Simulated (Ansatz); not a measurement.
# Geometry relaxation, with input and output: Bi₂Te₃ (part 2 of 2)

Continued. System: Bi₂Te₃ (5 atoms in the cell). Method: DFT PBEsol, scalar-relativistic, plane waves, PAW, no spin polarisation (Ansatz 0.2.0); cutoff 420 eV, 12×12×12 k-mesh, Gaussian smearing of 0.01 eV. The structure derives from an entry of the Crystallography Open Database.

Geometry of the input (Å; fractional positions):
```
2.1930  1.2661  10.1657
-2.1930  1.2661  10.1657
0.0000  -2.5323  10.1657
Bi 0.4000  0.4000  0.4000
Bi 0.6000  0.6000  0.6000
Te 0.0000  0.0000  0.0000
Te 0.2095  0.2095  0.2095
Te 0.7905  0.7905  0.7905
```

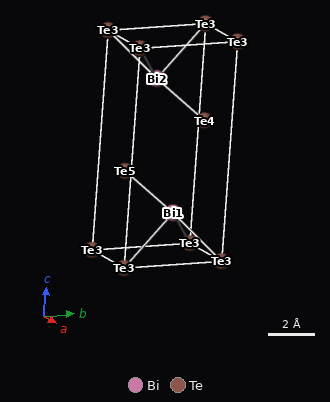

The geometry at step 3 of the log (ball-and-stick view of the reduced cell, seen slightly off an axis; atoms are numbered from 1 in the order of the input).

```
basis re-selected at this cell: Δ(F+E_penalty+E_count) = +2.367e-4 eV, ΔP = +0.000 GPa vs the last step (what re-selecting the basis moved, of the pressure what is left beyond the Pulay correction that the steps carried, after the strain that the cell walked since its last selection, with what the two solves' SCF thresholds leave and, on support functions, any second-order correction that the steps lacked; it is no measure of the basis error at this ecutwfc). This SCF's stress stands 1.18e-2 GPa from its target on what of the cell is left free (relax.cell.stress_tol is 5.00e-2 GPa) and its largest allowed force component is 1.39e-3 eV/Å (relax.f_tol is 5.00e-3 eV/Å): within both
SCF converged after 6 iterations
Free energy (F): -45189.657504 eV
Harris-Foulkes:  -45189.657504 eV  (|F-HF|=0.00e0)
Internal energy: -45189.657504 eV  (E = F + TS)
E sigma→0 (E₀):  -45189.657504 eV
Fermi energy:    9.378977 eV
--- Per-component energies (eV) ---
  E_band       = -991.758741
  E_kinetic    = 1146.232974
  E_local      = -6857.094609  (includes V_loc(G=0)·N_el)
  E_nonlocal   = 202.724334
  E_hartree    = 3416.577493
  E_xc         = -671.844514
  E_vxc        = -602.047301  (∫ρ·V_xc dr)
  E_paw        = -34772.371035  (= ΣΔE_a)
  E_vpaw       = -1714.727231  (= ΣTr[D̂ρ^β])
  E_aug_tail   = -0.001531  (compensation charges beyond the density's cutoff)
  E_ewald      = -7655.184567
  E_core_change = 1.303950  (= ΣΔE_core)
  E_smearing   = -0.000000  (= −TS)
  E_closure    = 0.000000  (closes the sum)
  Σ components = -45189.657504   (vs F -45189.657504, Δ=0.00e0)
--- Forces (eV/Å), atoms counted from 1 ---
  atom   1  Bi     0.00000000    -0.00000000     0.00030893
  atom   2  Bi    -0.00000000     0.00000000    -0.00030893
  atom   3  Te    -0.00000000    -0.00000000     0.00000000
  atom   4  Te     0.00000000    -0.00000000     0.00138580
  atom   5  Te    -0.00000000     0.00000000    -0.00138580
  max |Σ_I F_I| component: 2.31e-18 eV/Å
--- Stress (GPa, compression-positive) ---
       -0.011826       0.000000       0.000000
        0.000000      -0.011826      -0.000000
        0.000000      -0.000000      -0.008138
  P = ⅓ Tr σ = -0.0106 GPa (-0.106 kbar)
--- Band table (eV; the first three rows and the last of 189) ---
  k-point 0: bands = ["-27.3762", "-27.3762", "-27.3709", "-27.3709", "-27.3683", "-27.3676", "-27.3676", "-27.3669", "-27.3669", "-27.3665", "-27.2314", "-27.2262", "-27.2262", "-27.1974", "-27.1974", "-13.8469", "-13.8469", "-13.8449", "-13.8449", "-13.8369", "-13.8355", "-13.8324", "-13.8324", "-13.8308", "-13.8308", "-4.1426", "-3.4053", "-2.1725", "0.3585", "0.8461", "6.9537", "7.2022", "7.5012", "7.5012", "7.5488", "7.5488", "8.3873", "8.3873", "9.2709", "9.4871", "9.9092", "9.9092", "11.1916", "11.3976", "11.3976", "14.0701", "14.5758"]
  k-point 1: bands = ["-27.3762", "-27.3762", "-27.3709", "-27.3708", "-27.3682", "-27.3678", "-27.3677", "-27.3671", "-27.3668", "-27.3662", "-27.2314", "-27.2263", "-27.2262", "-27.1974", "-27.1973", "-13.8477", "-13.8463", "-13.8455", "-13.8443", "-13.8363", "-13.8350", "-13.8327", "-13.8323", "-13.8311", "-13.8306", "-4.0809", "-3.3525", "-2.1285", "0.3065", "0.7901", "6.5061", "6.6790", "7.1656", "7.6063", "7.7566", "7.8204", "8.1787", "8.1817", "8.6782", "10.0664", "10.2469", "10.5966", "11.1296", "11.3364", "11.3420", "13.9357", "14.2114"]
  k-point 2: bands = ["-27.3761", "-27.3759", "-27.3710", "-27.3705", "-27.3683", "-27.3679", "-27.3679", "-27.3673", "-27.3666", "-27.3659", "-27.2313", "-27.2263", "-27.2263", "-27.1973", "-27.1971", "-13.8498", "-13.8474", "-13.8448", "-13.8427", "-13.8354", "-13.8340", "-13.8329", "-13.8315", "-13.8314", "-13.8298", "-3.8972", "-3.1985", "-2.0018", "0.1269", "0.6259", "5.9664", "6.0238", "6.6709", "6.8012", "7.4659", "7.8125", "8.1838", "8.2994", "8.7390", "10.4389", "10.6007", "10.7779", "11.2742", "11.3209", "12.1912", "13.3425", "14.2100"]
  k-point 188: bands = ["-27.3762", "-27.3762", "-27.3709", "-27.3709", "-27.3683", "-27.3676", "-27.3676", "-27.3669", "-27.3669", "-27.3665", "-27.2314", "-27.2262", "-27.2262", "-27.1974", "-27.1974", "-13.8469", "-13.8469", "-13.8449", "-13.8449", "-13.8368", "-13.8356", "-13.8325", "-13.8325", "-13.8308", "-13.8308", "-4.0003", "-3.7112", "-1.6874", "-0.4993", "1.4676", "6.4644", "7.3917", "7.3917", "7.6889", "7.8267", "7.8267", "8.1005", "8.1005", "8.8329", "10.0481", "10.3937", "10.3937", "10.9287", "10.9287", "10.9440", "13.9266", "14.7823"]
--- Relaxed structure (3 steps of the walk, 3 accepted, 1 SCFs on fresh bases) ---
  F+E_penalty+E_count = -45189.65750409 eV   max|allowed force component| = 1.386e-3 eV/Å   (the final SCF, on the basis selected at the relaxed cell)
  cell:  # Å, volume = 167.9965 Å³
    - [2.19041940815093, 1.2646392349175484, 10.107764914801136]
    - [-2.19041940815093, 1.2646392349175484, 10.107764914801136]
    - [5.282521426247005e-34, -2.529278469884811, 10.107764914794915]
  atoms:
    - { symbol: Bi, position: [0.3998250521073624, 0.3998250521073624, 0.3998250521073624] }
    - { symbol: Bi, position: [0.6001749478926375, 0.6001749478926375, 0.6001749478926375] }
    - { symbol: Te, position: [8.3074326202686e-32, 8.3074326202686e-32, -1.6617075541496763e-31] }
    - { symbol: Te, position: [0.21000634475697819, 0.21000634475697819, 0.21000634475697816] }
    - { symbol: Te, position: [0.7899936552430217, 0.7899936552430217, 0.7899936552430217] }
```

**Trajectory as extended XYZ (Å, eV, eV/Å), 4 frames, from step=1 to step=4**
```
5
Lattice="2.1930 1.2661 10.1657 -2.1930 1.2661 10.1657 0.0000 -2.5323 10.1657" Properties=species:S:1:pos:R:3:forces:R:3 step=1 energy=-45189.65280 pressure_GPa=-0.60
Bi    0.0000    0.0000   12.1988    0.0000   0.0000   0.0466
Bi    0.0000    0.0000   18.2982    0.0000   0.0000  -0.0466
Te    0.0000    0.0000    0.0000    0.0000   0.0000   0.0000
Te    0.0000    0.0000    6.3891    0.0000   0.0000   0.1228
Te    0.0000    0.0000   24.1079    0.0000   0.0000  -0.1228
5
Lattice="2.1861 1.2622 10.0636 -2.1861 1.2622 10.0636 0.0000 -2.5243 10.0636" Properties=species:S:1:pos:R:3:forces:R:3 step=2 energy=-45189.65414 pressure_GPa=0.58
Bi    0.0000    0.0000   12.0723    0.0000   0.0000  -0.0782
Bi    0.0000    0.0000   18.1186    0.0000   0.0000   0.0782
Te    0.0000    0.0000    0.0000    0.0000   0.0000   0.0000
Te    0.0000    0.0000    6.3502    0.0000   0.0000  -0.1207
Te    0.0000    0.0000   23.8407    0.0000   0.0000   0.1207
5
Lattice="2.1904 1.2646 10.1078 -2.1904 1.2646 10.1078 0.0000 -2.5293 10.1078" Properties=species:S:1:pos:R:3:forces:R:3 step=3 energy=-45189.65774 pressure_GPa=-0.01
Bi    0.0000    0.0000   12.1240    0.0000   0.0000   0.0003
Bi    0.0000    0.0000   18.1993    0.0000   0.0000  -0.0003
Te    0.0000    0.0000    0.0000    0.0000   0.0000   0.0000
Te    0.0000    0.0000    6.3681    0.0000   0.0000   0.0014
Te    0.0000    0.0000   23.9552    0.0000   0.0000  -0.0014
5
Lattice="2.1904 1.2646 10.1078 -2.1904 1.2646 10.1078 0.0000 -2.5293 10.1078" Properties=species:S:1:pos:R:3:forces:R:3 step=4 energy=-45189.65750 pressure_GPa=-0.01
Bi    0.0000    0.0000   12.1240    0.0000   0.0000   0.0003
Bi    0.0000    0.0000   18.1993    0.0000   0.0000  -0.0003
Te    0.0000    0.0000    0.0000    0.0000   0.0000   0.0000
Te    0.0000    0.0000    6.3681    0.0000   0.0000   0.0014
Te    0.0000    0.0000   23.9552    0.0000   0.0000  -0.0014
```

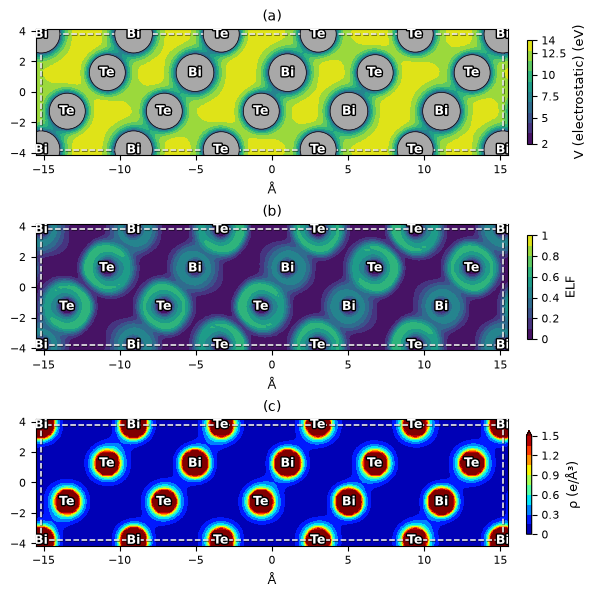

(a) electrostatic potential (local pseudopotential plus Hartree) felt by an electron; (b) electron localisation function; (c) valence pseudo-density on the (110) plane of the conventional cell. Grey discs, where drawn, cover atomic cores. The section cuts through Bi and Te sites. Bi–Te (3.06 Å): the density is about 0.29 e/Å³ at the midpoint; the ELF peaks at about 0.65 in the valence shell of Te, 1.3 Å from its nucleus, and drops to about 0.35 between the two atoms. Bi–Te (3.23 Å): ρ at the midpoint is about 0.21 e/Å³; the ELF peaks at about 0.65 in the valence shell of Te, 1.3 Å from its nucleus, and drops to about 0.30 between the two atoms. Away from the nuclei the density in this plane falls to 0.01 e/Å³ at its lowest. The strong features right at Bi lie inside the PAW spheres (semicore, d or f shells) and say nothing about bonding. Outside the cores the potential energy rises away from the atoms and is highest about 2.8 Å from the nearest atoms; outside the discs it spans about 11 eV, and its zero is arbitrary. The fields are those of the smooth PAW valence density.

**Key numbers**

```json
{"quantity": "outcome", "value": "converged"}
{"quantity": "space group (tolerance 0.01 Å)", "value": "R-3m (166)"}
{"quantity": "electrons treated", "value": "78"}
{"quantity": "free energy", "value": "−45189.6575 eV"}
{"quantity": "Fermi energy", "value": "9.379 eV"}
{"quantity": "gap on the k-point mesh", "value": "0.22 eV"}
{"quantity": "pressure", "value": "−0.01 GPa"}
{"quantity": "final volume", "value": "168.00 Å³"}
{"quantity": "largest force (length of the vector) at the end", "value": "0.001 eV/Å"}
{"quantity": "final cell", "value": "a = 10.419 Å, b = 10.419 Å, c = 10.419 Å, α = 24.27°, β = 24.27°, γ = 24.27°"}
{"quantity": "wall time", "value": "2.9 min (CPU time 5.8 min)"}
{"quantity": "peak memory", "value": "1.3 GiB"}
```

**Notes**

Spin–orbit coupling is left out, which matters for Bi.
